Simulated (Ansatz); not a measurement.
**SnS2: band-structure calculation (part 2 of 2)**

Continued. System: SnS2 (P-3m1, 3 atoms in the cell). Method: DFT, HSE06, plane waves, PAW, no spin polarisation (Ansatz 0.2.0); cutoff 420 eV, 6×6×4 k-mesh, fixed occupations. The structure was built on a prototype by a generator. The geometry comes from this level: r2scan-rvv10 (a point of a series of strains). It belongs to a series of runs on one base structure; here: hydrostatic strain -3.0%.

Geometry of the input (Å; fractional positions):
```
3.5509  0.0000  0.0000
-1.7755  3.0752  0.0000
0.0000  0.0000  5.7829
Sn 0.0000  0.0000  0.0000
S  0.3333  0.6667  0.2581
S  0.6667  0.3333  0.7419
```

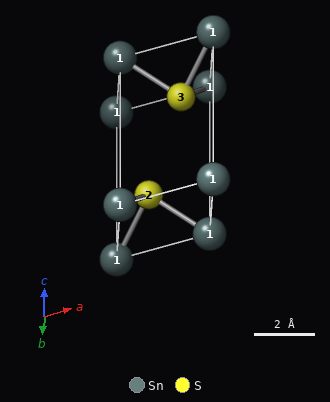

*The input geometry (ball-and-stick view of the cell of the calculation, seen at an oblique angle; atoms are numbered from 1 in the order of the input). An atom can appear more than once, as a periodic image.*

### Log, continued
```
SCF iter   1: F=—  HF=-7834.537323 eV  |F-HF|=—  |Δ(HF+E_count)|=         —  Δρ=6.33e-3  dr2=1.74e-2  ethr=2.56e-6  ⟨swp⟩=7.6  Hψ=2191  notcnv=0
preconditioner: auto → none  [insulator: Δε(μ)=2.346 eV  Ē_g=18.362 eV  n_scr=22 (ndim 8)  ℏωp=23.8 eV  f_vac=0.014]
SCF iter   2: F=—  HF=-7834.533379 eV  |F-HF|=—  |Δ(HF+E_count)|=   3.94e-3  Δρ=2.81e-3  dr2=4.94e-3  ethr=2.56e-6  ⟨swp⟩=5.0  Hψ=1579  notcnv=0
SCF iter   3: F=—  HF=-7834.532763 eV  |F-HF|=—  |Δ(HF+E_count)|=   6.16e-4  Δρ=1.12e-3  dr2=2.41e-3  ethr=2.56e-6  ⟨swp⟩=4.7  Hψ=1500  notcnv=0
SCF iter   4: F=—  HF=-7834.541138 eV  |F-HF|=—  |Δ(HF+E_count)|=   8.37e-3  Δρ=9.03e-4  dr2=4.04e-4  ethr=2.56e-6  ⟨swp⟩=4.1  Hψ=1560  notcnv=0
SCF iter   5: F=—  HF=-7834.541041 eV  |F-HF|=—  |Δ(HF+E_count)|=   9.63e-5  Δρ=1.05e-4  dr2=2.24e-5  ethr=1.35e-6  ⟨swp⟩=2.8  Hψ=958  notcnv=0
SCF iter   6: F=—  HF=-7834.541224 eV  |F-HF|=—  |Δ(HF+E_count)|=   1.82e-4  Δρ=1.38e-4  dr2=1.94e-5  ethr=1.50e-8  ⟨swp⟩=5.4  Hψ=1731  notcnv=0  defer=4
SCF iter   7: F=-7834.541218 eV  HF=-7834.541218 eV  |F-HF|=4.23e-10  |Δ(HF+E_count)|=   5.51e-6  Δρ=1.52e-5  dr2=3.74e-7  ethr=1.50e-8  ⟨swp⟩=4.2  Hψ=1280  notcnv=0
SCF 2 stopped early in 7 iterations: F = -7834.541218 eV  dr2 = 3.74e-7
  Residual-converged pass: ⟨swp⟩=3.7  Hψ=1147  notcnv=0  max |occ|·‖R‖ = 6.7e-6 eV (tolerance 6.7e-6 eV)  dr2=3.73e-7  dr2_onsite=3.80e-9  max |Δocc| = 0.0e0
hybrid outer 1: dexx = +1.006e-2 eV, tail = 4.20e-5 eV
Exchange kernel: α = 0.2500, screened, ω = 0.2079 Å⁻¹, Wigner–Seitz truncation, v(0) = 1046.1014 eV·Å³, q-mesh 6×6×4, nearest image of the exchange supercell L = 21.31 Å, pair-density grid 15×15×25, without the augmentation charges, whose exchange is taken in its separable form by FFT convolution over the k-point mesh (sized by the pseudopotential files, 24×24×40 at the most), smooth part of the exact exchange by density-matrix convolution in up to 3.29 GiB of GPU memory as planned if the GPU has room (build and FFT work areas not counted)
Frozen-core exchange: fock
SCF iter   1: F=—  HF=-7834.541030 eV  |F-HF|=—  |Δ(HF+E_count)|=         —  Δρ=2.23e-5  dr2=4.84e-7  ethr=8.08e-7  ⟨swp⟩=3.6  Hψ=984  notcnv=0
preconditioner: auto → none  [insulator: Δε(μ)=2.377 eV  Ē_g=18.403 eV  n_scr=22 (ndim 8)  ℏωp=23.8 eV  f_vac=0.015]
SCF iter   2: F=—  HF=-7834.541031 eV  |F-HF|=—  |Δ(HF+E_count)|=   8.94e-7  Δρ=1.62e-5  dr2=1.24e-7  ethr=1.67e-9  ⟨swp⟩=5.7  Hψ=1713  notcnv=0  defer=6
SCF iter   3: F=—  HF=-7834.541031 eV  |F-HF|=—  |Δ(HF+E_count)|=   2.27e-8  Δρ=7.28e-6  dr2=1.09e-8  ethr=4.41e-10  ⟨swp⟩=3.0  Hψ=1003  notcnv=0
SCF iter   4: F=-7834.541031 eV  HF=-7834.541031 eV  |F-HF|=3.04e-9  |Δ(HF+E_count)|=   3.82e-8  Δρ=1.75e-6  dr2=3.15e-9  ethr=3.21e-11  ⟨swp⟩=5.4  Hψ=1457  notcnv=0  defer=3
SCF 3 converged in 4 iterations: F = -7834.541031 eV  dr2 = 3.15e-9
  Residual-converged pass: ⟨swp⟩=3.0  Hψ=1034  notcnv=0  max |occ|·‖R‖ = 5.3e-7 eV (tolerance 5.4e-7 eV)  dr2=3.16e-9  dr2_onsite=4.14e-10  max |Δocc| = 0.0e0
hybrid outer 2: dexx = +4.098e-7 eV, tail = 1.62e-8 eV, Δε = 2.92e-3 eV (about 1.05e-4 eV left of the loop's levels), ΔF = 3.98e-3 eV/Å (tail 7.84e-4)
the search or the solves at the SCF's close seem to have found levels that the self-consistency loop had missed (the run counts 2). By its estimate they hold under 1e-12 electrons; where the run keeps them, the occupations were computed again with them
NSCF: frozen V_eff on 9 k-points, pencils in batches of 32, up to order 76
hybrid SCF converged: 2 outer / 11 inner (+3 warm-up), last move |dexx| = 4.10e-7 eV, tail = 1.62e-8 eV
Stability not checked: this state was not tested for a lower state beside it, because the functional holds exact exchange (a hybrid, or Hartree-Fock), whose exchange loop this test does not read (fock_operator; see scf.lower_state_search)
Free energy (F): -7834.541031 eV
Frozen-core exchange: fock
Harris-Foulkes:  -7834.541031 eV  (|F-HF|=3.04e-9)
Internal energy: -7834.541031 eV  (E = F + TS)
E sigma→0 (E₀):  -7834.541031 eV
Fermi energy:    6.918697 eV
--- Per-component energies (eV) ---
  E_band       = -138.505231
  E_kinetic    = 402.376466
  E_local      = -1491.933605  (includes V_loc(G=0)·N_el)
  E_nonlocal   = 26.368884
  E_hartree    = 807.182056
  E_xc         = -455.536280
  E_vxc        = -216.753593  (∫ρ·V_xc dr)
  E_exx        = -59.412923  (= α·E_x^exact, valence–valence)
  E_paw        = -5410.955930  (= ΣΔE_a)
  E_vpaw       = -354.103707  (= ΣTr[D̂ρ^β])
  E_aug_tail   = 0.000003  (compensation charges beyond the density's cutoff)
  E_ewald      = -1652.701878
  E_core_change = 0.072176  (= ΣΔE_core)
  E_smearing   = -0.000000  (= −TS)
  E_closure    = -0.000000  (closes the sum)
  Σ components = -7834.541031   (vs F -7834.541031, Δ=0.00e0)
--- Forces (eV/Å), atoms counted from 1 ---
  atom   1  Sn     0.00000000     0.00000000     0.00000000
  atom   2  S     -0.00000000     0.00000000    -0.24769276
  atom   3  S      0.00000000    -0.00000000     0.24769276
  max |Σ_I F_I| component: 1.85e-17 eV/Å
--- Stress (GPa, compression-positive) ---
        6.519215       0.000000      -0.000000
       -0.000000       6.519215      -0.000000
       -0.000000       0.000000       2.176768
  P = ⅓ Tr σ = 5.0717 GPa (50.717 kbar)
--- Band table (eV; the first three rows and the last of 24) ---
  k-point 0: bands = ["-16.0358", "-16.0358", "-15.9458", "-15.9197", "-15.9197", "-8.7045", "-6.3154", "0.3044", "6.3613", "6.3613", "6.6626", "6.6626", "6.8313", "10.2459", "11.7768", "13.7544", "13.7544"]
  k-point 1: bands = ["-16.0358", "-16.0358", "-15.9456", "-15.9197", "-15.9197", "-8.5920", "-6.5795", "0.9602", "5.6286", "6.2819", "6.2819", "6.7736", "6.7736", "11.0328", "11.8486", "13.5721", "13.5721"]
  k-point 2: bands = ["-16.0359", "-16.0359", "-15.9454", "-15.9197", "-15.9197", "-8.4521", "-6.8573", "1.9227", "4.3187", "6.2287", "6.2287", "6.8591", "6.8591", "11.6243", "11.9067", "13.4044", "13.4044"]
  k-point 23: bands = ["-16.0725", "-16.0725", "-15.9199", "-15.9199", "-15.8772", "-5.6774", "-5.6774", "-0.7957", "2.1447", "2.1447", "2.6887", "6.4739", "6.4739", "11.1737", "13.0658", "13.0658", "15.1430"]
```

### File bands.tsv
```
# k_distance	band_0	band_1	band_2	band_3	band_4	band_5	band_6	band_7	band_8	band_9	band_10	band_11	band_12	band_13	band_14	band_15	band_16
# fermi_ev = 6.918697
# lock_threshold_ev = 1e-6
# [0, 0, 0] at k_distance = 0.000000
# [0.5, 0, 0] at k_distance = 1.021591
# [0.3333333333, 0.3333333333, 0] at k_distance = 1.611406
# [0, 0, 0.5] at k_distance = 2.910118
# [0.5, 0, 0.5] at k_distance = 3.931709
# [0.3333333333, 0.3333333333, 0.5] at k_distance = 4.521524
# [0, -0.5, 0.25] at k_distance = 6.665412
# [0, 0.145833, -0.148437] at k_distance = 8.054162
# [0, 0.453125, 0.338542] at k_distance = 8.875230
# levels_relative_to = fermi_ev
# free_energy_ev = -7834.541031
# largest_residual_norms_ev = 5.321e-4 1.126e-4 1.233e-4 1.720e-4 1.547e-4 1.660e-4 2.373e-4 4.869e-4 6.783e-4 9.711e-4 7.832e-4 8.844e-4 1.479e-3 9.739e-4 9.558e-4 1.957e-3 1.049e-3
0.000000	-22.954528	-22.954528	-22.864489	-22.838381	-22.838381	-15.623149	-13.234120	-6.614340	-0.557393	-0.557393	-0.256082	-0.256082	-0.087411	3.327182	4.858080	6.835731	6.835731
1.021591	-23.066843	-22.911161	-22.889085	-22.794285	-22.790102	-13.324675	-12.503612	-7.509546	-5.059030	-3.408628	-2.791999	-1.383297	-0.242106	2.734499	5.505325	6.673192	7.228646
1.611406	-22.990850	-22.990850	-22.838535	-22.838535	-22.796166	-12.625532	-12.625532	-7.845824	-4.041823	-4.041823	-3.728188	-1.866834	-1.866834	2.776327	8.149538	8.149538	9.341898
2.910118	-22.954555	-22.954555	-22.864110	-22.838406	-22.838406	-15.370822	-13.775974	-4.996032	-2.600027	-0.689962	-0.689962	-0.059611	-0.059611	4.705594	4.987971	6.485707	6.485707
3.931709	-23.067405	-22.911218	-22.889281	-22.794289	-22.789766	-13.173092	-12.611929	-7.771706	-5.680999	-2.553611	-2.128785	-0.937503	-0.731511	2.390121	5.524525	6.408415	7.187883
4.521524	-22.991219	-22.991219	-22.838600	-22.838600	-22.795875	-12.596080	-12.596080	-7.714422	-4.773984	-4.773984	-4.229956	-0.444788	-0.444788	4.254969	6.147080	6.147080	8.224321
6.665412	-23.067124	-22.911186	-22.889183	-22.794287	-22.789929	-13.256116	-12.550232	-7.651422	-5.396736	-2.869931	-2.683656	-0.961776	-0.480515	2.377369	5.540115	7.175562	7.425563
8.054162	-22.974192	-22.940311	-22.854720	-22.845926	-22.835762	-15.299204	-13.127281	-6.237811	-2.415787	-1.452601	-1.335834	-0.187497	0.042203	4.418352	5.720968	6.647985	7.063804
8.875230	-23.064707	-22.911390	-22.888329	-22.796014	-22.791431	-13.323250	-12.565945	-7.678402	-5.394383	-2.581865	-2.440015	-1.027569	-0.609903	2.266171	5.695988	7.008902	7.339282
```

### File v_z.tsv
```
# z_ang	v_es[eV]	v_tot[eV]
# format = ansatz-planar-average/11
# xc	hse06
# density_cutoff_ev	1680
# datasets	Sn=:simpson_from_first_knot:soft:fock:shift=0	S=:simpson_from_first_knot:soft:fock:shift=0
# lattice	3.550932162	0.000000000	0.000000000
# lattice	-1.775466081	3.075197460	0.000000000
# lattice	0.000000000	0.000000000	5.782927431
# sites	3
# site	50	0.000000000	0.000000000	0.000000000
# site	16	-0.000000000	2.050131640	1.492685515
# site	16	1.775466081	1.025065820	4.290241916
0.000000	6.043798e0	-4.863957e0
0.144573	5.660342e0	-5.126807e0
0.289146	4.704555e0	-5.758567e0
0.433720	3.638687e0	-6.394814e0
0.578293	2.899887e0	-6.726460e0
0.722866	2.521007e0	-6.817317e0
0.867439	2.280102e0	-6.935907e0
1.012012	2.086720e0	-7.141202e0
1.156585	1.969414e0	-7.355079e0
1.301159	2.044224e0	-7.365123e0
1.445732	2.337257e0	-7.020436e0
1.590305	2.818430e0	-6.292258e0
1.734878	3.578053e0	-5.098366e0
1.879451	4.818068e0	-3.311191e0
2.024025	6.677938e0	-8.962465e-1
2.168598	8.851556e0	1.826876e0
2.313171	1.069977e1	4.234460e0
2.457744	1.187796e1	5.962130e0
2.602317	1.254663e1	7.111438e0
2.746891	1.290221e1	7.786379e0
2.891464	1.301178e1	8.011993e0
3.036037	1.290221e1	7.786379e0
3.180610	1.254663e1	7.111438e0
3.325183	1.187796e1	5.962130e0
3.469756	1.069977e1	4.234460e0
3.614330	8.851556e0	1.826876e0
3.758903	6.677938e0	-8.962465e-1
3.903476	4.818068e0	-3.311191e0
4.048049	3.578053e0	-5.098366e0
4.192622	2.818430e0	-6.292258e0
4.337196	2.337257e0	-7.020436e0
4.481769	2.044224e0	-7.365123e0
4.626342	1.969414e0	-7.355079e0
4.770915	2.086720e0	-7.141202e0
4.915488	2.280102e0	-6.935907e0
5.060062	2.521007e0	-6.817317e0
5.204635	2.899887e0	-6.726460e0
5.349208	3.638687e0	-6.394814e0
5.493781	4.704555e0	-5.758567e0
5.638354	5.660342e0	-5.126807e0
```

### Key numbers

```json
{"quantity": "outcome", "value": "converged"}
{"quantity": "space group (tolerance 0.01 Å)", "value": "P-3m1 (164)"}
{"quantity": "electrons treated", "value": "26"}
{"quantity": "free energy", "value": "−7834.5410 eV"}
{"quantity": "Fermi energy", "value": "6.919 eV"}
{"quantity": "gap on the k-point mesh", "value": "2.38 eV"}
{"quantity": "pressure", "value": "5.07 GPa"}
{"quantity": "largest force (length of the vector)", "value": "0.248 eV/Å"}
{"quantity": "hardware", "value": "1 × NVIDIA H100 80GB HBM3, 2 threads of AMD EPYC (Zen 3), 264 GiB of memory available, shared host"}
{"quantity": "wall time", "value": "23 s (CPU time 35 s)"}
{"quantity": "peak memory", "value": "2.3 GiB"}
```

### Remarks

Warnings of the run: the exchange loop's threshold is looser than advised for the stress; the SCF threshold is looser than advised for the printed stress.
